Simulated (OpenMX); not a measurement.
ZrO

Input file:

```
System.CurrrentDirectory             ./
System.Name                          ZrO
DATA.PATH                            ./DFT_DATA13
level.of.stdout                      1
level.of.fileout                     1
Species.Number                       2
<Definition.of.Atomic.Species
  Zr  Zr7.0-s3p2d2           Zr_PBE13
  O   O6.0-s2p2d1            O_PBE13
Definition.of.Atomic.Species>

Atoms.Number                         2
Atoms.SpeciesAndCoordinates.Unit     FRAC
<Atoms.SpeciesAndCoordinates
    1  Zr    0.0000000000    0.0000000000    0.0000000000   6.000  6.000
    2  O     0.5000000000    0.5000000000    0.0000000000   3.000  3.000
Atoms.SpeciesAndCoordinates>

Atoms.UnitVectors.Unit               Ang
<Atoms.UnitVectors
     1.8631726572   -2.9772262554    0.0000000000
     1.8631726572    2.9772262554    0.0000000000
     0.0000000000    0.0000000000    2.6199383700
Atoms.UnitVectors>

scf.XcType                           GGA-PBE
scf.SpinPolarization                 off
scf.ElectronicTemperature            580.226
scf.energycutoff                     400.0
scf.maxIter                          100
scf.EigenvalueSolver                 band
scf.Kgrid                            7 7 7
scf.Mixing.Type                      rmm-diisk
scf.Init.Mixing.Weight               0.05
scf.Min.Mixing.Weight                0.001
scf.Max.Mixing.Weight                0.3
scf.Mixing.History                   25
scf.Mixing.StartPulay                8
scf.criterion                        1.0e-8
scf.stress.tensor                    on
MD.Type                              nomd
Band.dispersion                      on
Band.Nkpath                          12
<Band.kpath
    8   0.000000  0.000000  0.000000    0.347909  0.347909  0.000000  G X
    4   0.347909  0.347909  0.000000    0.000000  0.500000  0.000000  X S
    8   0.000000  0.500000  0.000000    0.000000  0.500000  0.500000  S R
    4   0.000000  0.500000  0.500000    0.347909  0.347909  0.500000  R A
    8   0.347909  0.347909  0.500000    0.000000  0.000000  0.500000  A Z
    8   0.000000  0.000000  0.500000    0.000000  0.000000  0.000000  Z G
    7   0.000000  0.000000  0.000000   -0.500000  0.500000  0.000000  G Y
    4  -0.500000  0.500000  0.000000   -0.347909  0.652091  0.000000  Y X1
    8  -0.347909  0.652091  0.000000   -0.347909  0.652091  0.500000  X1 A1
    4  -0.347909  0.652091  0.500000   -0.500000  0.500000  0.500000  A1 T
    8  -0.500000  0.500000  0.500000   -0.500000  0.500000  0.000000  T Y
    7   0.000000  0.000000  0.500000   -0.500000  0.500000  0.500000  Z T
Band.kpath>
```

Command:

```sh
openmx ZrO.dat -nt 1 > ZrO.std
```

Below, planes, directions and counts refer to the conventional cell (a = 3.73 Å, b = 5.95 Å, c = 2.62 Å, α = 90.00°, β = 90.00°, γ = 90.00°).

Space group Cmmm; a generated structure, not necessarily the stable one; computed pressure about 57 GPa in this cell.

The calculation used Kohn-Sham DFT of a periodic cell, PBE, OpenMX 2013 PBE set in OpenMX.

Predict the valence pseudo-density between the atoms.

Zr–Zr (2.62 Å): ρ at the midpoint is about 0.47 e/Å³.

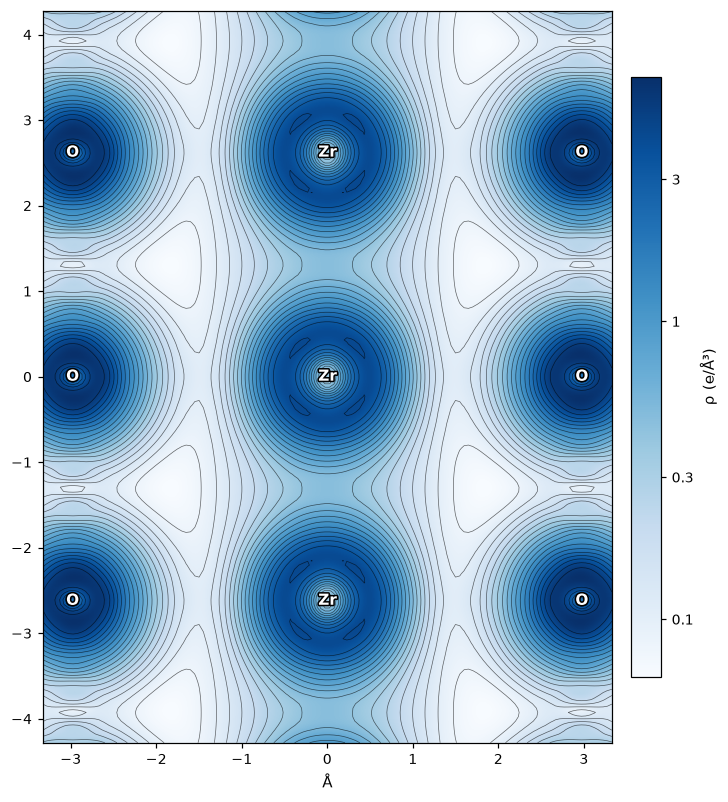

Computed valence pseudo-density on the (100) plane of the conventional cell. 

In a pseudopotential calculation such maps are meaningful between the atoms, not at the nuclei.
